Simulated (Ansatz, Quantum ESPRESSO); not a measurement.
## GaN (zinc blende): bulk modulus from a few volumes

How stiff is zinc blende GaN under hydrostatic load? Each row scales the relaxed cell evenly and relaxes the atoms. The phase is followed to these pressures whether or not it stays the stable one.

Calculated with Quantum ESPRESSO 7.5, PBEsol, PseudoDojo 0.4.1 norm-conserving potentials, cutoff 1170 eV, Fermi–Dirac smearing 0.02 eV, k-mesh 11×11×11, no spin polarisation, no spin-orbit coupling.

Reference cell, relaxed at zero pressure with PBEsol (F-43m): a = 3.1817 Å, b = 3.1817 Å, c = 3.1817 Å, α = 60.00°, β = 60.00°, γ = 60.00°.

```csv
atom,x,y,z
Ga,0.0000,0.0000,0.0000
N,0.7500,0.7500,0.7500
```

| V (Å³/atom) | V/V0 | P (GPa) | E − E0 (meV/atom) |
| --- | --- | --- | --- |
| 10.7042 | 0.9400 | 13.286 | 26.9 |
| 10.9319 | 0.9600 | 8.366 | 11.5 |
| 11.1597 | 0.9800 | 3.950 | 2.8 |
| 11.6152 | 1.0200 | −3.565 | 2.6 |
| 11.8429 | 1.0400 | −6.764 | 9.9 |

V0 = 11.3874 Å³ an atom, where the residual pressure P0 is −0.002 GPa. **Question.** Fit the Birch–Murnaghan law and give the pressure and the energy at V = 12.0707 Å³ an atom, a row left out above.

With the Eulerian strain f = ½[(V0/V)^(2/3) − 1] and F = (P − P0)/[3f(1 + 2f)^(5/2)], the third-order law is the line F = B0 + (3/2) B0 (B′ − 4) f.

```
       f  F (GPa)
 0.02106   189.76
 0.01379   188.91
 0.00678   187.91
−0.00656   187.15
−0.01290   186.47
```

A straight line through the 5 rows: the means are 0.004434 for f and 188.04 for F, Σ(Δx)² = 0.0007908 and ΣΔxΔy = 0.07343, so the slope is 0.07343/0.0007908 = 92.856 and the intercept 188.04 − (92.856)(0.004434) = 187.63.

Hence B0 = 187.6 GPa and B′ = 4 + (92.9)/(1.5 × 187.6) = 4.33. For the withheld volume f = −0.01905, F = 185.86 GPa and P = −9.64 GPa, an extrapolation past the fitted rows. The run itself gives −9.63 GPa, so the estimate misses by 0.01 GPa, a rounding's worth.

Integrating the same law gives E − E0 = (9/2) B0 V0 f²[1 + (B′ − 4) f] + P0(V0 − V), with 1 GPa Å³ = 6.2415 meV: 21.7 meV an atom. The run itself gives 21.6 meV, so the estimate misses by 0.1 meV, a rounding's worth.

The same fit over all rows at other levels or in other programs gives B0 = 196 GPa with r2SCAN (Ansatz), 190 GPa with PBEsol (Quantum ESPRESSO, GBRV) and 203 GPa with LDA (Quantum ESPRESSO, GBRV).

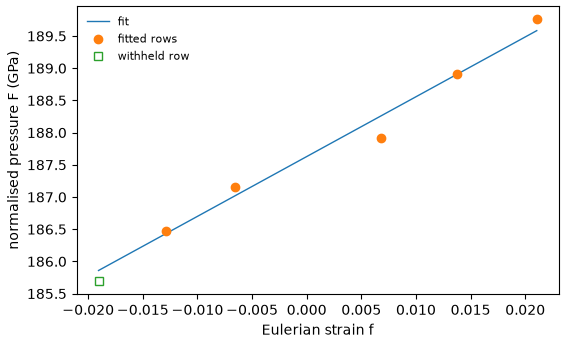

The fitted law, the rows behind it and the withheld row.

[Logs are printed without paths, hosts, clocks, repeated set-up lines and the standing remarks that a program may print on its own settings, such as how far it seeks lower states.]
